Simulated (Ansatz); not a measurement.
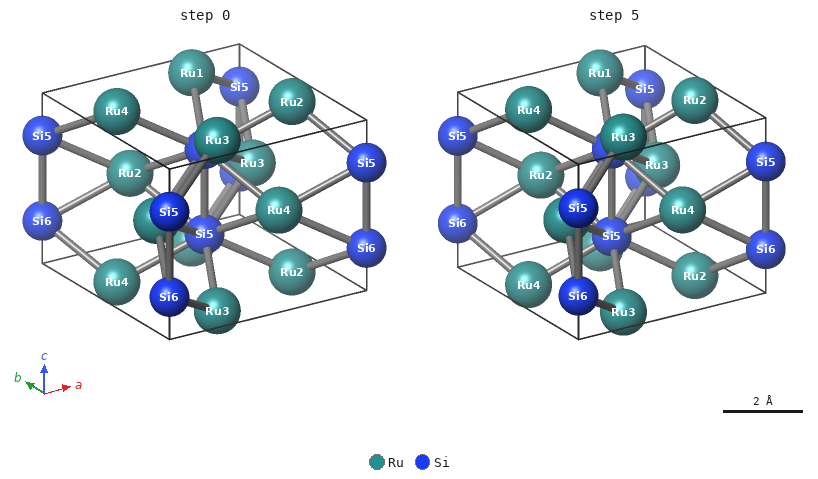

The structure of solid SiRu$_{2}$ (a generated structure, set up in I4/mcm) (coarse preliminary run) before (left) and after (right) a relaxation, at one scale.

Style: ball-and-stick. Shown: the conventional cell (2 times the calculation's cell), from a free direction. Lengths and directions refer to the drawn axes.

Case: Hf → Ru on all its sites, cell and atoms relaxed.

Level of theory: Ansatz 0.2.0, DFT r2SCAN, scalar-relativistic, plane waves, PAW. Set-up: plane-wave cutoff 500 eV; k-point mesh 6 × 6 × 6; occupations gaussian; smearing width 0.1 eV; no spin polarisation; cell and atoms relaxed; force threshold 0.05 eV/Å; at most 60 steps.

What changed between the two?

Answer. The largest moves relative to the cell, 0.011 Å, are those of Ru1, Ru2, Ru3 and Ru4. Ru2 goes along [−1 −1 0]. Si stays in place. The drawn cell changes as follows: a = b 5.985 → 5.688 Å (−5.0 %), c 4.715 → 4.843 Å (+2.7 %); the volume changes by −7.2 %. Among the contacts that change: Ru1–Ru3 2.650 → 2.542 Å, Ru1–Si5 2.548 → 2.462 Å, Si5–Si6 2.358 → 2.422 Å. Bond angles that change, for instance: Si5–Ru4–Si6 55.1° → 58.9°, Si5–Ru4–Si6 112.3° → 109.6°. The space group stays I4/mcm (No. 140). Over 4 accepted moves (5 points after the start) the energy falls by 98.0 meV per atom. Largest force component: 0.18 eV/Å at the start, 0.0067 eV/Å at the end. The pressure goes from −18.25 to −0.05 GPa. At 1 point the geometry stayed and the basis and grid were re-selected for the new cell (energy shift of 0.4 meV per atom at most each time). The run took 3 min on 1 thread of Intel(R) Xeon(R) Processor @ 2.50GHz (Skylake/Cascade Lake), on a shared host, peak memory 0.64 GiB.
